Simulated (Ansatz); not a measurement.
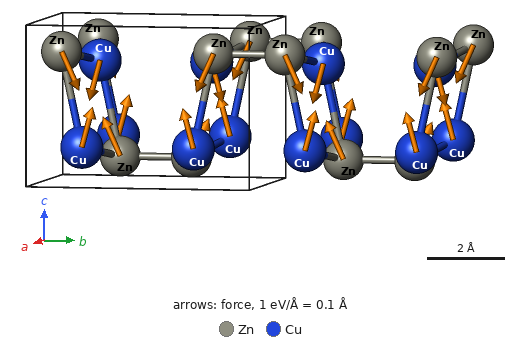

Starting geometry of solid ZnCu (built on the random type) (coarse preliminary run) with the computed forces as orange arrows. Style: ball-and-stick. Shown: the cell of the calculation, repeated 1 × 2 × 1 with one cell outlined, from a free direction.

Case: random cell with space group Pmmn (No. 59).

Method: DFT PBE, scalar-relativistic, plane waves, PAW in Ansatz.

Input
```yaml
crystal:
  lattice:
    - [4.5742984524, 0.0, 0.0]
    - [0.0, 5.9744360998, 0.0]
    - [0.0, 0.0, 4.2462325044]
  atoms:
    - { symbol: Zn, position: [0.5, 0.3403666449, 0.1596333551] }
    - { symbol: Zn, position: [0.5, 0.6596333551, 0.1596333551] }
    - { symbol: Zn, position: [0.0, 0.1596333551, 0.8403666449] }
    - { symbol: Zn, position: [0.0, 0.8403666449, 0.8403666449] }
    - { symbol: Cu, position: [0.0, 0.25, 0.25] }
    - { symbol: Cu, position: [0.0, 0.75, 0.25] }
    - { symbol: Cu, position: [0.5, 0.25, 0.75] }
    - { symbol: Cu, position: [0.5, 0.75, 0.75] }
basis:
  ecutwfc: 420
kpoints:
  mp_grid: { grid: [4, 4, 4] }
hamiltonian:
  xc: pbe
scf:
  occupations: { method: gaussian, width: 0.1 }
  lower_state_search: "off"
output:
  forces: true
  stress: true
  eigenvalues: true
relax:
  adjacent_minimum: "off"
  f_tol: 0.04
  max_steps: 70
  cell: { stress_tol: 0.4 }
```

Command:
```bash
ansatz run input.yaml --threads 1 --pin off --max-ram 2560MiB --backend cpu --events-out ev --progress --plain --runs-dir out
```

**What follows when this structure is relaxed?**

It isn't relaxed: the largest force vector, on Zn atoms, is 11.34 eV/Å. The final displacements follow the starting forces only in part (cosine between the two patterns 0.60). The largest moves relative to the cell, 0.63 Å, are those of Cu5, Cu6, Cu7 and Cu8. Cu5 goes along +c. Largest moves by element: Cu 0.63 Å, Zn 0.49 Å. Cell: a 4.574 → 4.403 Å (−3.7 %), b 5.974 → 5.210 Å (−12.8 %), c 4.246 → 5.073 Å (+19.5 %). Volume +0.3 %. Among the contacts that change: Zn1–Zn2 4.067 → 2.605 Å, Zn1–Cu7 1.821 → 2.572 Å, Zn1–Zn2 (another image) 1.907 → 2.605 Å, Cu5–Cu7 3.121 → 2.545 Å. New bonds form: Cu5–Cu7 (3.12 → 2.54 Å), Cu6–Cu8 (3.12 → 2.54 Å), Zn1–Zn2 (4.07 → 2.60 Å), Zn3–Zn4 (4.07 → 2.60 Å). Bond angles that change, for instance: Zn4–Cu6–Zn4 150.6° → 180.0°, Cu8–Zn2–Cu8 150.6° → 180.0°, Cu6–Zn2–Cu6 147.7° → 121.8°. The space group (tolerance 0.01 Å) goes from Pmmn (No. 59) to Pmma (No. 51). Over 9 accepted moves (12 points after the start) the energy falls by 1684 meV per atom. The largest force component goes from 11 to 0.009 eV/Å. The pressure goes from 52.16 to 0.11 GPa. The line search rejected the trial step at point 6 of the run. At 2 points the geometry stayed and the basis and grid were re-selected for the new cell (energy shift of 10.3 meV per atom at most each time). The run took of the order of 8 core-minutes on a shared host.

Limits of the set-up: the k-point mesh is coarse for a cell with partly filled bands.
